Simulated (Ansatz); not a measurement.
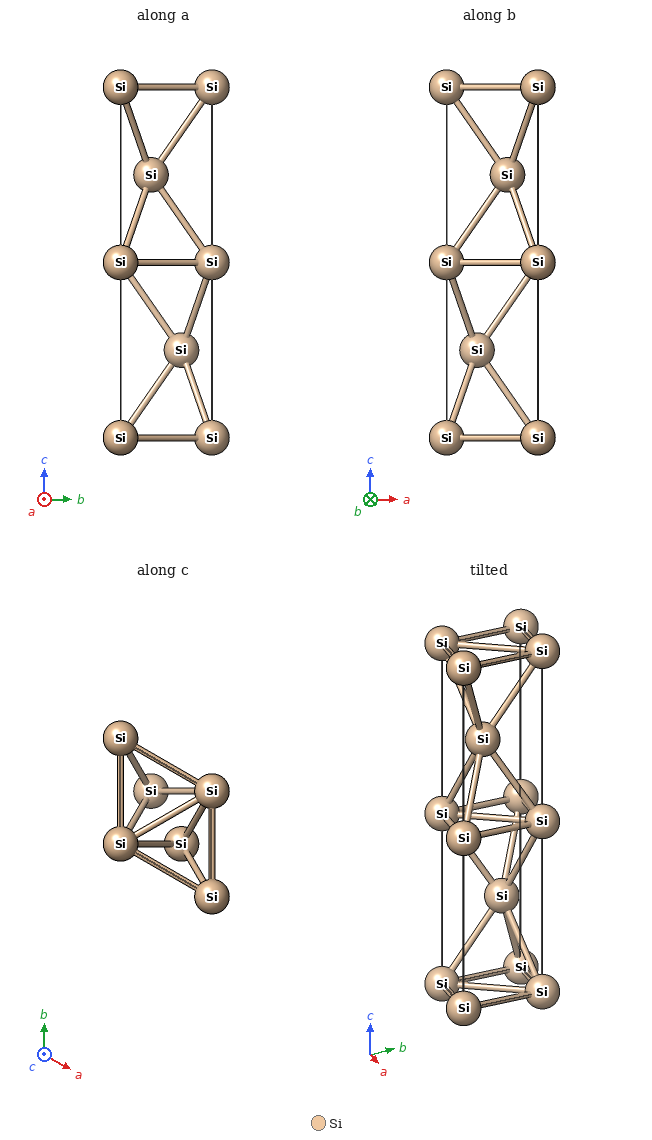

Structure drawing (ball-and-stick), viewed along the a axis, along the b axis, along the c axis and slightly off an axis. The edges of the conventional unit cell are marked.

Lattice parameters: a = 2.5638 Å, b = 2.5638 Å, c = 8.5163 Å, α = 90.000°, β = 90.000°, γ = 120.000°.

Q: From the views, write a CIF in P1 with every atom of the cell.

A:
```cif
data_structure
_symmetry_space_group_name_H-M 'P 1'
_symmetry_Int_Tables_number 1
_cell_length_a 2.5638
_cell_length_b 2.5638
_cell_length_c 8.5163
_cell_angle_alpha 90.000
_cell_angle_beta 90.000
_cell_angle_gamma 120.000
_cell_volume 48.48
loop_
_atom_site_label
_atom_site_type_symbol
_atom_site_fract_x
_atom_site_fract_y
_atom_site_fract_z
_atom_site_occupancy
Si1 Si 0.0000 0.0000 0.0000 1
Si2 Si 0.0000 0.0000 0.5000 1
Si3 Si 0.3333 0.6667 0.2500 1
Si4 Si 0.6667 0.3333 0.7500 1
```

The structure comes from a structure type filled with this element by a generator (whether the element takes this form wasn't checked). Earlier steps of the study may have refined or changed the cell and positions. It was the input of a calculation with Ansatz.

At this level of theory the cell isn't at rest (compressed, at 15 GPa), so its distances can differ from those at equilibrium, the more so the softer the solid.
